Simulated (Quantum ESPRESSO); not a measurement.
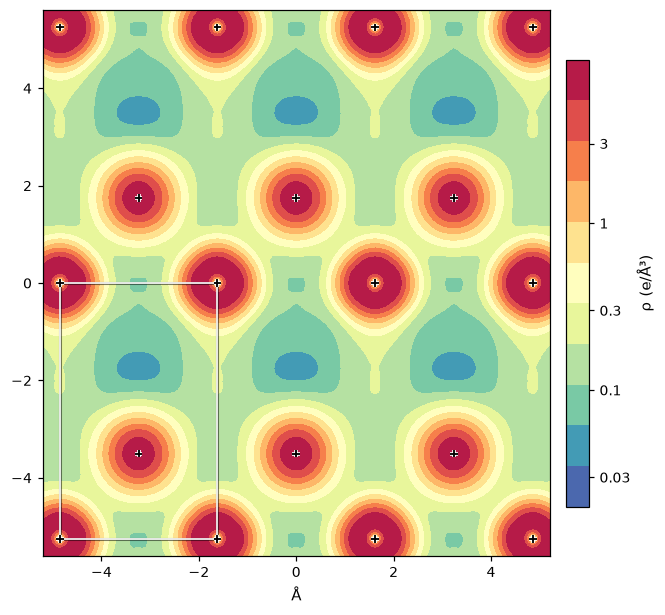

The valence electron density on a plane through atoms (crosses mark nuclei in the plane).

These are results of Kohn-Sham DFT of a periodic cell, PBEsol, GBRV 1.5 PBEsol (Quantum ESPRESSO 7.5), not measurements.

Candidates:
A. TiO, a = 3.03 Å, b = 3.03 Å, c = 3.24 Å, α = 90.00°, β = 90.00°, γ = 120.00°. Space group P-6m2; computed pressure about −40 GPa in this cell.
B. Ta, a = 3.30 Å, b = 3.30 Å, c = 3.30 Å, α = 90.00°, β = 90.00°, γ = 90.00°. Space group Im-3m; computed pressure about −4 GPa in this cell.
C. GaN, a = 3.18 Å, b = 3.18 Å, c = 5.17 Å, α = 90.00°, β = 90.00°, γ = 120.00°. Space group P6₃mc.

> Which candidate gave the map?

Candidate A: TiO on the (110) plane of the conventional cell, which holds Ti and O. Ti–O (2.38 Å): ρ at the midpoint is about 0.25 e/Å³.
